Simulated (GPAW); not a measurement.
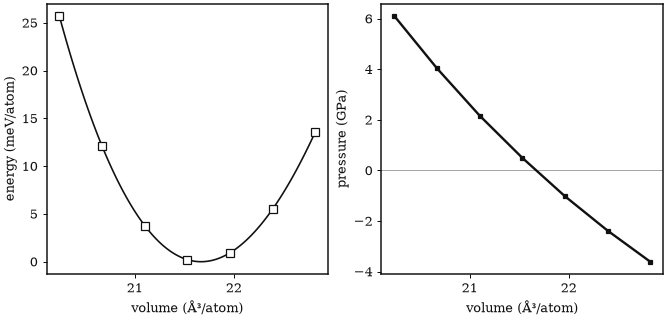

Plotted: energy and pressure against volume for As, space group R-3m (No. 166).

Starting cell:
```cif
data_structure
_symmetry_space_group_name_H-M 'P 1'
_symmetry_Int_Tables_number 1
_cell_length_a 4.1310
_cell_length_b 4.1310
_cell_length_c 4.1310
_cell_angle_alpha 54.167
_cell_angle_beta 54.167
_cell_angle_gamma 54.167
_cell_volume 43.06
loop_
_atom_site_label
_atom_site_type_symbol
_atom_site_fract_x
_atom_site_fract_y
_atom_site_fract_z
_atom_site_occupancy
As1 As 0.22600 0.22600 0.22600 1
As2 As 0.77400 0.77400 0.77400 1
```

Method: PAW DFT in plane waves, on a grid or in atomic orbitals, no spin polarisation; energies at scaled volumes of the given cell, shape and fractions fixed, counted from the fit's minimum, third-order Birch-Murnaghan fit (GPAW 26.7.0). Level: PBEsol.

k mesh 9×9×9; occupations Fermi–Dirac; smearing width 0.05 eV; potentials PAW data sets made by gpaw setup for the functional; wave cutoff 600 eV; program settings basis pw.

Question: What equilibrium volume and bulk modulus follow from the curve?

Answer: A third-order Birch–Murnaghan fit gives V0 = 21.67 Å³/atom, B0 = 77.6 GPa and B′ = 4.2.

Question: Read off the course of the pressure.

Answer: It falls from 6.11 GPa at volume 20.24 Å³/atom to −3.61 GPa at 22.82 Å³/atom, and changes sign near 21.67 Å³/atom.

Caveats: shape and atomic fractions are frozen while scaling, which makes layered, chain and framework solids too stiff.
